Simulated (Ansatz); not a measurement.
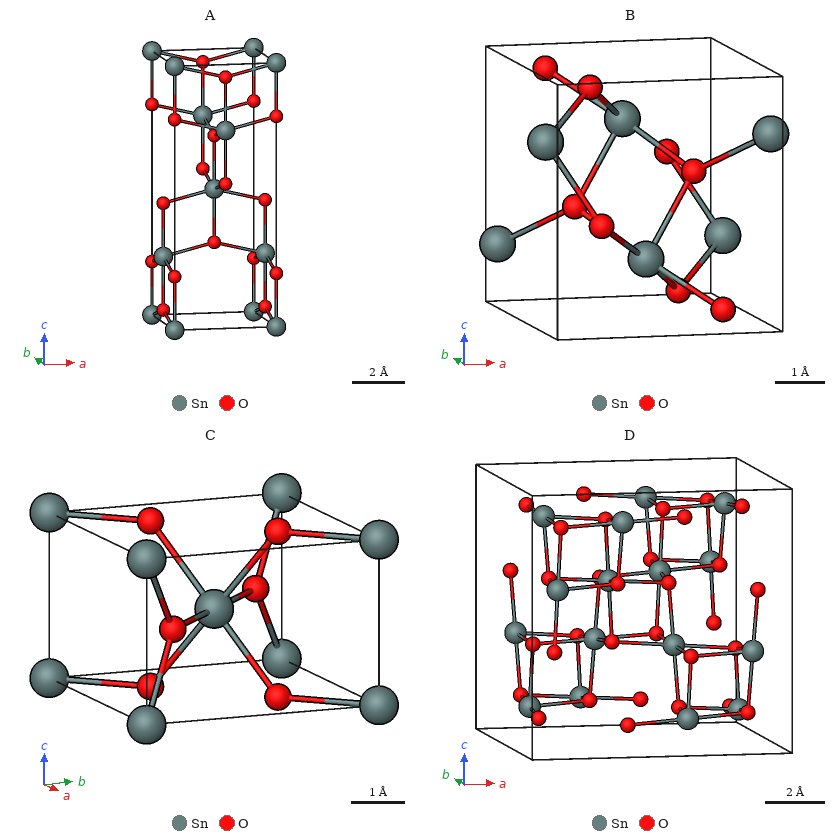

Four structures of SnO2, each relaxed to rest (conventional cells in solid outline, small ones repeated, each panel with its own scale). Method: DFT PBE, scalar-relativistic, plane waves, PAW (Ansatz), without spin polarisation.

What are the structures shown?

A: anatase, I4_1/amd; B: 12 atoms a cell on a primitive orthorhombic lattice, Pbcn; C: rutile, P4_2/mnm; D: 48 atoms a cell on a face-centred cubic lattice, Fd-3m.

Rank them by energy, lowest first.

C, then B (+18 meV/atom), A (+57 meV/atom) and D (+187 meV/atom), energies at zero smearing.

Collect the results in a table.

| panel | structure | E − E(lowest) (meV/atom) | volume (Å³/atom) | gap (eV) |
| --- | --- | --- | --- | --- |
| C | P4_2/mnm | 0 | 12.6 | 1.81 |
| B | Pbcn | 18 | 12.3 | 1.00 |
| A | I4_1/amd | 57 | 14.2 | 1.32 |
| D | Fd-3m | 187 | 15.4 | 1.85 |

Some of these may be structure types tried for this composition rather than known phases, and the most stable form need not be among them. Gaps are taken on the k-mesh or band path of each run.
